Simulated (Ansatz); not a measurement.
## Phonon calculation of PbTe (part 1 of 2)

The run: phonon calculation of PbTe (2 atoms in the cell). Method and program: DFT, PBEsol, PAW with Ansatz's default frozen-core files, scalar-relativistic; harmonic phonons by finite displacements, no spin polarisation (Ansatz 0.2.0).

The structure derives from an entry of the Crystallography Open Database. Its volume is 0.97 times that of the source entry. It belongs to a series of runs on one base structure; here: volume scaled by 0.970, PAW files.

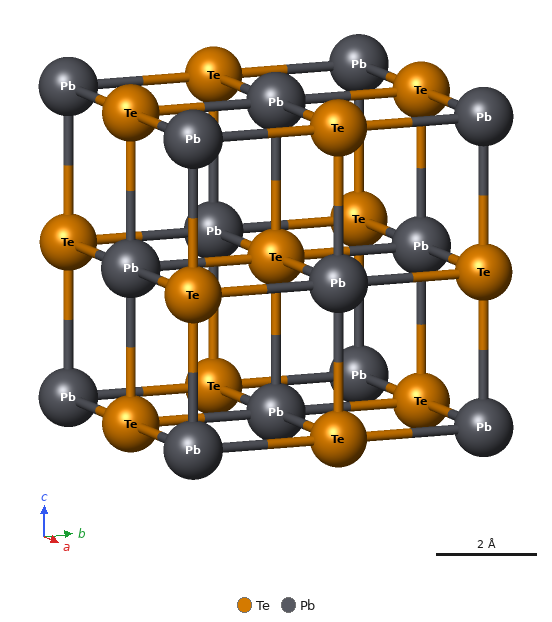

**Figure 1.** The structure (ball-and-stick view of the cell 4 times as large as that of the calculation, set on its symmetry axes, seen slightly off an axis). An atom can appear more than once, as a periodic image. Near neighbours in the periodic cell (some may lie outside the picture): Te has 6 Pb at 3.19 Å; Pb has 6 Te at 3.19 Å.

The input
```yaml
crystal:
  lattice:
    - [0.0, 3.18879284503, 3.18879284503]
    - [3.18879284503, 0.0, 3.18879284503]
    - [3.18879284503, 3.18879284503, 0.0]
  atoms:
    - { symbol: Te, position: [0.5, 0.5, 0.5] }
    - { symbol: Pb, position: [0.0, 0.0, 0.0] }
kpoints:
  mp_grid: { grid: [6, 6, 6] }
scf:
  occupations: { method: fixed }
hamiltonian:
  xc: pbesol
  pseudopotentials: { kind: paw }
phonons:
  qmesh: [2, 2, 2]
  qpath:
    path:
      - [0.0, 0.0, 0.0]
      - [0.5, 0.0, 0.5]
      - [0.625, 0.25, 0.625]
      - [0.375, 0.375, 0.75]
      - [0.0, 0.0, 0.0]
      - [0.5, 0.5, 0.5]
      - [0.5, 0.25, 0.75]
      - [0.5, 0.0, 0.5]
    npoints: 6
  temperatures: { t_min: 0, t_max: 1000, t_step: 100 }
```

Launched with:
```bash
ansatz run input.yaml --threads 1 --pin off --max-ram 3072MiB --backend cpu --events-out ev --progress --plain --runs-dir out
```

What the program printed
```
Engine: ansatz 0.2.0, x86_64-unknown-linux-gnu
Pseudopotentials: kind: paw
Pseudopotential: Te, paw, valence charge 16, recommended cutoff 420 eV (normal), Te.paw.azcp
Pseudopotential: Pb, paw, valence charge 14, recommended cutoff 420 eV (normal), Pb.paw.azcp
Functional definition: PBEsol
  exchange = pbesol_x
  correlation = pbesol_c
Crystal: 4 atoms, lattice volume = 129.700 Å³
Basis set: ecut = 420 eV, 2509 PW (Γ), FFT grids on a1, a2, −a1+a2+a3, exchange–correlation on 64×64×90 points (8 copies of the dense FFT grid, shifted against one another)
Bands: 36, of which v1, the nominal top of the filled ones, is band 30 counted from 1 (29 counted from 0)
Symmetry: 32 space group operations
k-points: 20 of 108
Non-local potential: Te, projectors of the file, l = 0: 2, l = 1: 2, l = 2: 2, l = 3: 2
Non-local potential: Pb, projectors of the file, l = 0: 2, l = 1: 2, l = 2: 2, l = 3: 2
PAW form: soft (Blöchl's): semilocal exchange-correlation on the pseudo side does not see the compensation charge
PAW frozen core: Te, regenerated for the run's functional, and the local potential with it (the file was generated under x = pbe(κ = 0.804, μ = 0.2195149727645171), c = pbe(β = 0.06672455060314922))
PAW frozen core: Pb, regenerated for the run's functional, and the local potential with it (the file was generated under x = pbe(κ = 0.804, μ = 0.2195149727645171), c = pbe(β = 0.06672455060314922))
PAW one-centre angular grid: Te, 590 points (default); XC on 64 Gauss nodes
PAW one-centre angular grid: Pb, 590 points (default); XC on 64 Gauss nodes
Initial density: handed on by an earlier stage of this run
Initial wavefunctions: those handed on with the density
Functional: x = pbesol(κ = 0.804, μ = 0.12345679012345678), c = pbesol(β = 0.046)
SCF iter   1: F=—  HF=-37314.363207 eV  |F-HF|=—  |Δ(HF+E_count)|=         —  Δρ=3.16e-8  dr2=1.39e-12  ethr=1.04e-12  ⟨swp⟩=3.0  Hψ=2044  notcnv=0
preconditioner: auto → Resta (q_TF=auto, 2.399 Å⁻¹)  ε∞=3.1  [insulator: Δε(μ)=0.575 eV  Ē_g=14.081 eV  n_scr=28 (ndim 8)  ℏωp=20.6 eV  f_vac=0.007  ε∞_Penn≈3.1]
SCF iter   2: F=-37314.363207 eV  HF=-37314.363207 eV  |F-HF|=1.46e-11  |Δ(HF+E_count)|=    0.00e0  Δρ=1.13e-8  dr2=1.69e-13  ethr=1.00e-12  ⟨swp⟩=3.0  Hψ=1801  notcnv=0
SCF 1 converged in 2 iterations: F = -37314.363207 eV  dr2 = 1.69e-13
  greatest PAW one-centre occupation: 0.998 electrons in one spin orbital (limit 2), on the Te atom at site 2 (counted from 0), in its partial waves of l = 2
Crystal: 2 atoms, lattice volume = 64.850 Å³
Basis set: ecut = 420 eV, 1243 PW (Γ), exchange–correlation on 64×64×64 points (8 copies of the dense FFT grid, shifted against one another)
Bands: 19, of which v1, the nominal top of the filled ones, is band 15 counted from 1 (14 counted from 0)
Symmetry: 48 space group operations
k-points: 30 of 216 (irreducible under 8 space group operations, time reversal used)
Initial density: read from a saved state, or passed on in memory by an earlier SCF of this step, an earlier step, the calling program or the single point that the run made first
Initial wavefunctions: pseudopotential atomic-orbital guess
iter 1 solved again at ethr=1.51e-7 eV; its pass at ethr=3.10e-3 eV (dr2=4.52e-5 eV) is discarded
SCF iter   1: F=—  HF=-18657.181603 eV  |F-HF|=—  |Δ(HF+E_count)|=         —  Δρ=9.00e-7  dr2=2.58e-10  ethr=1.51e-7  ⟨swp⟩=3.0  Hψ=3989  notcnv=0  defer=47
eigensolver tolerance schedule: the retry pair's looser diagonalisation over-reported the residual by 175363.60 of it (diagonalisation noise at an unbounded share of the residual, at the tolerance the schedule requests for it); recorded, not acted on — ethr = c·dr2/N_el stays at c = 1.0e-1
preconditioner: auto → none  [insulator: Δε(μ)=0.575 eV  Ē_g=14.785 eV  n_scr=14 (ndim 8)  ℏωp=20.6 eV  f_vac=0.007  ε∞_Penn≈2.9]
SCF iter   2: F=—  HF=-18657.181604 eV  |F-HF|=—  |Δ(HF+E_count)|=   4.29e-7  Δρ=6.63e-7  dr2=1.67e-10  ethr=1.00e-12  ⟨swp⟩=4.4  Hψ=1786  notcnv=0  defer=43
SCF iter   3: F=-18657.181604 eV  HF=-18657.181604 eV  |F-HF|=5.09e-11  |Δ(HF+E_count)|=  8.00e-11  Δρ=3.71e-7  dr2=4.71e-11  ethr=1.00e-12  ⟨swp⟩=4.6  Hψ=2660  notcnv=0
SCF 2 converged in 3 iterations: F = -18657.181604 eV  dr2 = 4.71e-11
  greatest PAW one-centre occupation: 0.998 electrons in one spin orbital (limit 2), on the Te atom at site 0 (counted from 0), in its partial waves of l = 2
NSCF: frozen V_eff on 12 k-points
DFPT response loops at Γ: preconditioner auto → none (the input reference at scf.mixing.eps_inf says where Resta's filter doesn't serve); β = 0.50; Broyden in place of MSR1
── the response to a field inside a basis, on 10×10×10 k-points: an SCF that follows is theirs, and a resumed run solves both again ──
Bands: 16, of which v1, the nominal top of the filled ones, is band 15 counted from 1 (14 counted from 0)
k-points: 110
Initial wavefunctions: pseudopotential atomic-orbital guess (no wavefunctions were taken with the density)
Eigensolver: Dense (110 Hₖ)
SCF iter   1: F=—  HF=-18657.176970 eV  |F-HF|=—  |Δ(HF+E_count)|=         —  Δρ=1.16e-4  dr2=8.76e-6  ethr=1.00e-1
preconditioner: auto → none  [insulator: Δε(μ)=0.610 eV  Ē_g=13.007 eV  n_scr=14 (ndim 8)  ℏωp=20.6 eV  f_vac=0.007  ε∞_Penn≈3.5]
SCF iter   2: F=—  HF=-18657.176968 eV  |F-HF|=—  |Δ(HF+E_count)|=   1.74e-6  Δρ=5.73e-5  dr2=1.76e-6  ethr=2.92e-8
SCF iter   3: F=—  HF=-18657.176968 eV  |F-HF|=—  |Δ(HF+E_count)|=   6.89e-8  Δρ=2.49e-5  dr2=2.57e-7  ethr=5.88e-9
SCF iter   4: F=-18657.176968 eV  HF=-18657.176968 eV  |F-HF|=1.31e-9  |Δ(HF+E_count)|=   7.33e-8  Δρ=2.84e-6  dr2=2.46e-9  ethr=8.58e-10
SCF 1 converged in 4 iterations: F = -18657.176968 eV  dr2 = 2.46e-9
DFPT response loops at Γ: mixed as the last ones told, above
Symmetry: 2 space group operations
k-points: 34 of 108 (time reversal used)
iter 1 solved again at ethr=2.75e-8 eV; its pass at ethr=3.10e-3 eV (dr2=1.65e-5 eV) is discarded
SCF iter   1: F=—  HF=-37314.363216 eV  |F-HF|=—  |Δ(HF+E_count)|=         —  Δρ=4.69e-5  dr2=3.59e-6  ethr=2.75e-8  ⟨swp⟩=3.5  Hψ=5276  notcnv=0  defer=118
SCF iter   2: F=—  HF=-37314.363204 eV  |F-HF|=—  |Δ(HF+E_count)|=   1.20e-5  Δρ=2.00e-5  dr2=5.17e-7  ethr=5.98e-9  ⟨swp⟩=2.0  Hψ=1670  notcnv=0  defer=58
SCF iter   3: F=—  HF=-37314.363204 eV  |F-HF|=—  |Δ(HF+E_count)|=   9.58e-9  Δρ=6.20e-6  dr2=3.21e-8  ethr=8.62e-10  ⟨swp⟩=2.0  Hψ=1784  notcnv=0  defer=58
SCF iter   4: F=—  HF=-37314.363204 eV  |F-HF|=—  |Δ(HF+E_count)|=   1.62e-8  Δρ=1.06e-6  dr2=1.94e-9  ethr=5.36e-11  ⟨swp⟩=2.8  Hψ=2105  notcnv=0  defer=58
SCF iter   5: F=—  HF=-37314.363204 eV  |F-HF|=—  |Δ(HF+E_count)|=  1.16e-10  Δρ=2.33e-7  dr2=1.68e-10  ethr=3.24e-12  ⟨swp⟩=2.0  Hψ=2186  notcnv=0  defer=58
SCF iter   6: F=—  HF=-37314.363204 eV  |F-HF|=—  |Δ(HF+E_count)|=  7.28e-12  Δρ=7.18e-8  dr2=8.07e-12  ethr=1.00e-12  ⟨swp⟩=2.0  Hψ=1373  notcnv=0  defer=58
SCF iter   7: F=-37314.363204 eV  HF=-37314.363204 eV  |F-HF|=7.28e-12  |Δ(HF+E_count)|=  7.28e-12  Δρ=2.12e-8  dr2=6.06e-13  ethr=1.00e-12  ⟨swp⟩=6.1  Hψ=5347  notcnv=0
SCF 2 converged in 7 iterations: F = -37314.363204 eV  dr2 = 6.06e-13
iter 1 solved again at ethr=3.80e-9 eV; its pass at ethr=3.10e-3 eV (dr2=2.28e-6 eV) is discarded
SCF iter   1: F=—  HF=-37314.363209 eV  |F-HF|=—  |Δ(HF+E_count)|=         —  Δρ=4.35e-5  dr2=4.69e-6  ethr=3.80e-9  ⟨swp⟩=4.0  Hψ=6082  notcnv=0  defer=118
SCF iter   2: F=—  HF=-37314.363202 eV  |F-HF|=—  |Δ(HF+E_count)|=   6.35e-6  Δρ=2.45e-5  dr2=1.08e-6  ethr=3.80e-9  ⟨swp⟩=2.2  Hψ=1723  notcnv=0  defer=119
SCF iter   3: F=—  HF=-37314.363202 eV  |F-HF|=—  |Δ(HF+E_count)|=   1.92e-7  Δρ=5.50e-6  dr2=5.29e-8  ethr=1.80e-9  ⟨swp⟩=2.0  Hψ=1369  notcnv=0  defer=119
SCF iter   4: F=—  HF=-37314.363202 eV  |F-HF|=—  |Δ(HF+E_count)|=  1.46e-11  Δρ=1.13e-6  dr2=1.47e-9  ethr=8.81e-11  ⟨swp⟩=2.7  Hψ=2014  notcnv=0  defer=119
SCF iter   5: F=—  HF=-37314.363202 eV  |F-HF|=—  |Δ(HF+E_count)|=  6.77e-10  Δρ=2.95e-7  dr2=1.56e-10  ethr=2.44e-12  ⟨swp⟩=2.1  Hψ=2165  notcnv=0  defer=119
SCF iter   6: F=—  HF=-37314.363202 eV  |F-HF|=—  |Δ(HF+E_count)|=  2.91e-11  Δρ=7.81e-8  dr2=8.60e-12  ethr=1.00e-12  ⟨swp⟩=2.2  Hψ=2191  notcnv=0  defer=119
SCF iter   7: F=-37314.363202 eV  HF=-37314.363202 eV  |F-HF|=1.46e-11  |Δ(HF+E_count)|=  1.46e-11  Δρ=1.56e-8  dr2=3.63e-13  ethr=1.00e-12  ⟨swp⟩=6.0  Hψ=5331  notcnv=0
SCF 3 converged in 7 iterations: F = -37314.363202 eV  dr2 = 3.63e-13
Basis set: ecut = 420 eV, 2503 PW (Γ), FFT grids on a1, a2, −a2+a3, exchange–correlation on 64×64×108 points (8 copies of the dense FFT grid, shifted against one another)
Symmetry: 24 space group operations
k-points: 16 of 108
SCF iter   1: F=—  HF=-37314.363207 eV  |F-HF|=—  |Δ(HF+E_count)|=         —  Δρ=1.97e-8  dr2=5.28e-13  ethr=1.04e-12  ⟨swp⟩=3.0  Hψ=1641  notcnv=0
preconditioner: auto → Resta (q_TF=auto, 2.399 Å⁻¹)  ε∞=3.1  [insulator: Δε(μ)=0.575 eV  Ē_g=14.096 eV  n_scr=28 (ndim 8)  ℏωp=20.6 eV  f_vac=0.007  ε∞_Penn≈3.1]
SCF iter   2: F=-37314.363207 eV  HF=-37314.363207 eV  |F-HF|=0.00e0  |Δ(HF+E_count)|=  7.28e-12  Δρ=6.89e-9  dr2=6.34e-14  ethr=1.00e-12  ⟨swp⟩=3.0  Hψ=1437  notcnv=0
SCF 4 converged in 2 iterations: F = -37314.363207 eV  dr2 = 6.34e-14
iter 1 solved again at ethr=3.67e-8 eV; its pass at ethr=3.10e-3 eV (dr2=2.20e-5 eV) is discarded
```
